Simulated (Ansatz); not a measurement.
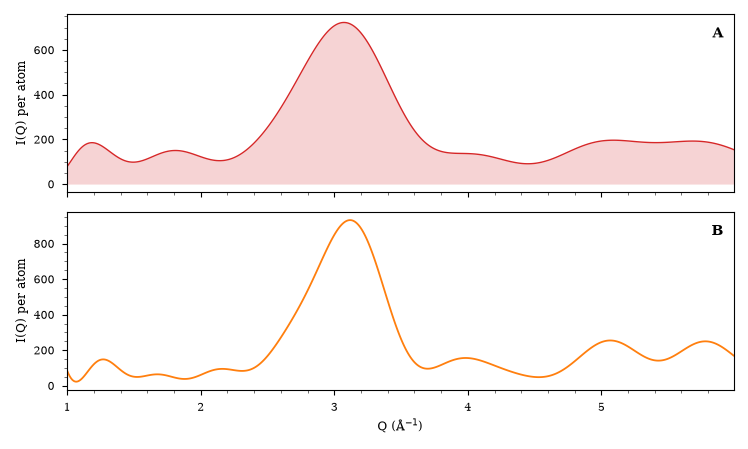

X-ray scattering of spheres cut from the crystal structure of Fe (P6_3/mmc, a = 2.524 Å, b = 2.524 Å, c = 4.374 Å, α = 90.00°, β = 90.00°, γ = 120.00°), calculated atom by atom with the Debye equation (B = 0.5 Å², no relaxation of the surface). Structure used: coordinates from a relaxation at fixed volume with DFT PBE, spin-orbit coupling, plane waves, PAW (Ansatz 0.2.0); the starting structure was generated, so it need not be a known form of this composition.

### The spheres are 10 and 14 Å across. Which curve is which?

curve A: 10 Å (39 atoms); curve B: 14 Å (129 atoms). Peak widths go roughly as 2π/D, so the largest sphere has the sharpest peaks.
